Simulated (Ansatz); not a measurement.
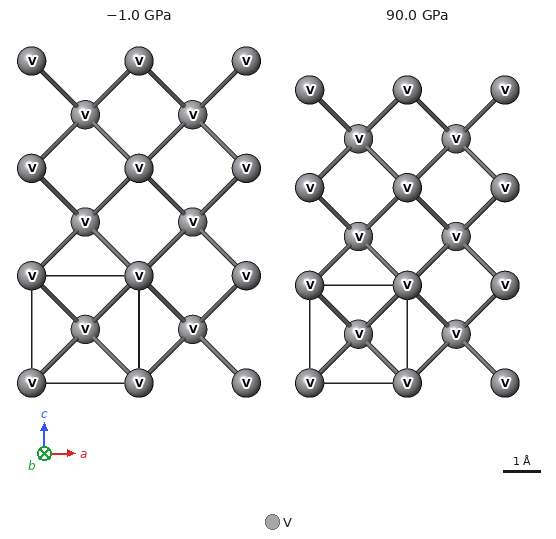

Solid V (set up in Im-3m), relaxed (cell and atoms) at several target pressures. The picture shows the first and the last member. Style: ball-and-stick. Shown: the conventional cell (2 times the calculation's cell), repeated 2 × 1 × 3 with one cell outlined, along the b axis. Lengths and directions refer to the drawn axes.

Computed with Ansatz 0.2.0: DFT PBEsol, scalar-relativistic, plane waves, PAW. (plane-wave cutoff 420 eV; k-point mesh 20 × 20 × 20 at −1.0 to 50.0, 22 × 22 × 22 at 90.0 GPa; occupations gaussian; smearing width 0.1 eV; no spin polarisation; cell and atoms relaxed; force threshold 0.008 eV/Å)

| pressure (GPa) | volume (Å³/atom) | a (Å) |
| --- | --- | --- |
| −1.0 | 13.019 | 2.964 |
| 0.0 | 12.952 | 2.959 |
| 1.0 | 12.887 | 2.954 |
| 4.0 | 12.701 | 2.940 |
| 12.0 | 12.260 | 2.905 |
| 25.0 | ? | ? |
| 50.0 | 10.790 | 2.784 |
| 90.0 | 9.815 | 2.698 |

Question: Fill in the missing row.

Answer: Murnaghan's form V = V₀(1 + B′P/B₀)^(−1/B′), with V₀ = 12.952 Å³ from the row at zero pressure, fits the other rows with B₀ = 200 GPa and B′ = 3.25 (largest miss 0.004 Å³). At 25.0 GPa it gives 12.952 × (1 + 3.25 × 25.0/200)^(−1/3.25) = 11.662 Å³ per atom. The calculation gives 11.663 Å³/atom (a = 2.857 Å). The estimate is 0.001 Å³/atom too low. From the first member to the last: V–V 2.964 → 2.698 Å, V–V 2.567 → 2.336 Å.

The whole series:

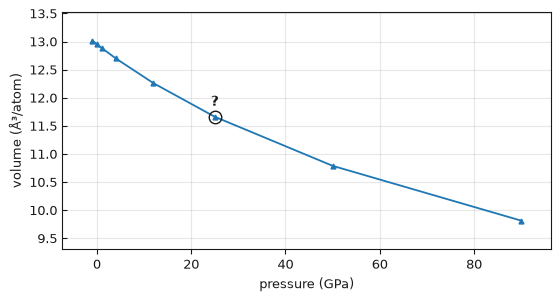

Each member starts from this one structure; whether another phase lies lower wasn't checked.
